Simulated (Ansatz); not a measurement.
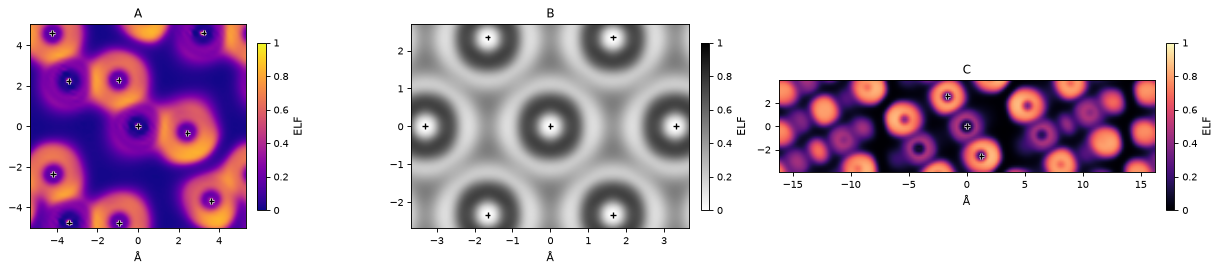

The electron localisation function of 3 systems, each on a plane through atoms (crosses mark nuclei in the plane).

The calculation used DFT PBE, scalar-relativistic, plane waves, PAW (Ansatz 0.2.0).

System 1: Ta, the (101) plane of the conventional cell. Space group Im-3m; computed without spin polarisation.

```
CELL_PARAMETERS angstrom
3.31879 0.00000 0.00000
0.00000 3.31879 0.00000
0.00000 0.00000 3.31879
ATOMIC_POSITIONS crystal
Ta 0.00000 0.00000 0.00000
Ta 0.50000 0.50000 0.50000
```

System 2: Ga15As17 (cell with a defect), the (010) plane of the calculation cell. The program warned that a starting moment wasn't kept; spin-polarised, but the moments vanished.

```xyz
32
Lattice="-5.7454 5.7454 -5.7454 5.7454 -5.7454 -5.7454 -5.7454 -5.7454 5.7454" Properties=species:S:1:pos:R:3 pbc="T T T"
Ga   -2.9853    2.9118   -5.8174
Ga   -2.8446    0.0126   -2.9184
Ga   -0.0307   -8.6347   -2.8186
Ga   -2.8876   -2.8563   -0.0488
Ga   -5.6709    5.5984   -5.8179
Ga    0.0507   -2.8562   -8.6011
Ga   -2.8252   -5.7329   -2.8988
Ga   -5.7281   -0.0864    0.0314
Ga    2.8218   -2.9379   -5.7603
Ga   -2.8246   -0.0068   -8.6643
Ga   -5.7285   -2.9376   -2.8198
Ga   -2.9246   -2.8896   -5.7126
Ga   -0.0295   -0.0865   -5.7609
Ga    0.0741   -2.8336   -2.7580
Ga   -5.6931   -0.0496   -5.7957
As   -7.1273   -1.5376   -4.3616
As   -1.4577    1.4162   -7.1423
As   -1.4209   -1.5085   -4.2858
As   -4.3757   -4.2900    1.3856
As   -1.4171   -4.3246   -1.4346
As   -9.8795   -1.2964   -1.6092
As   -4.3089    1.4208   -4.3264
As   -7.2030   -1.5084    1.4229
As   -4.2952   -1.4205   -1.4859
As   -1.4215    1.3803   -1.3973
As   -7.1617    4.2747   -4.3271
As   -4.3462   -4.3652   -4.3219
As   -1.3840   -4.2904   -7.1133
As   -4.2575   -7.1660   -1.4480
As    1.3988   -4.3293   -4.2857
As   -4.2572   -1.4576   -7.2313
As   -7.8216    0.7619   -3.6675
```

System 3: Bi2Se3, the (111) plane of the conventional cell. Space group R-3m.

Q: Match each panel to its system.

A: Panel A is system 2, Ga15As17: the plane holds Ga and As. Ga–As (2.46 Å): the ELF is about 0.70 at the midpoint. Panel B is system 1, Ta: the plane holds Ta. Ta–Ta (2.87 Å): the ELF is about 0.30 at the midpoint (no shared electron pair shows on this line). Panel C is system 3, Bi2Se3: the plane holds Bi and Se. Bi–Se (2.88 Å): the ELF is about 0.45 at the midpoint and 0.35 at its lowest between the atoms.
